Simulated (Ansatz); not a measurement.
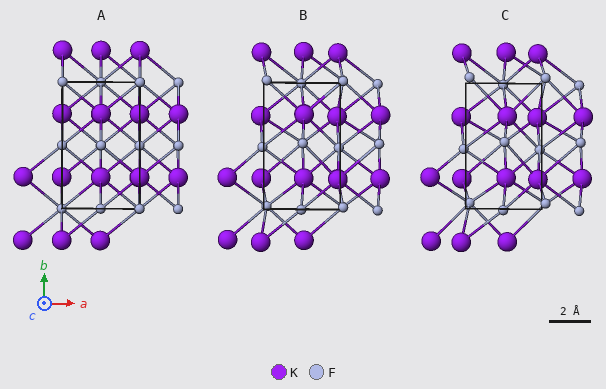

3 geometries from one relaxation of crystalline KF (a generated structure, set up in P1) (coarse preliminary run), in shuffled order. The picture is a ball-and-stick view of the cell of the calculation, reduced to other axes, seen along the c axis. Lengths and directions refer to the drawn axes.

Method: DFT PBE, scalar-relativistic, plane waves, PAW (Ansatz 0.2.0). (plane-wave cutoff 420 eV; k-point mesh 4 × 2 × 2; occupations gaussian; smearing width 0.1 eV; no spin polarisation; cell and atoms relaxed; force threshold 0.025 eV/Å; at most 60 steps)

**Put them in the order of the run, from the start to the converged end.**

C, B, A. They are steps 0, 1, 4, at +94.3 meV per atom, +22.9 meV per atom relative to the last. Over 3 accepted moves (4 points after the start) the energy falls by 94.3 meV per atom. Largest force component: 1.5 eV/Å at the start, 0.0033 eV/Å at the end. The pressure goes from 2.45 to 0.04 GPa. At 1 point the geometry stayed and the basis and grid were re-selected for the new cell (energy shift of 0.7 meV per atom at most each time). The largest move relative to the cell is that of an F atom, 0.35 Å roughly along [−1 −1 0]. Largest moves by element: F 0.35 Å, K 0.26 Å. The volume changes by +1.1 %, with a 3.751 → 3.821 Å (+1.9 %), b 6.599 → 6.631 Å (+0.5 %), c 6.772 → 6.660 Å (−1.7 %), α 110.2° → 109.5°, β 90.5° → 90.1°, γ 90.4° → 90.0°. Some distances before and after: F–K 2.260 → 2.702 Å, F–K 3.101 → 2.714 Å, F–K 2.322 → 2.703 Å, F–K 3.048 → 2.706 Å. Bond angles that change, for instance: K–F–K 160.2° → 179.9°, K–F–K 108.5° → 90.2°, K–F–K 162.9° → 179.9°. Within 0.06 Å the space group is P1 at the start and Fm-3m at the end; at a tighter tolerance small leftover displacements or strains of the cell lower it.
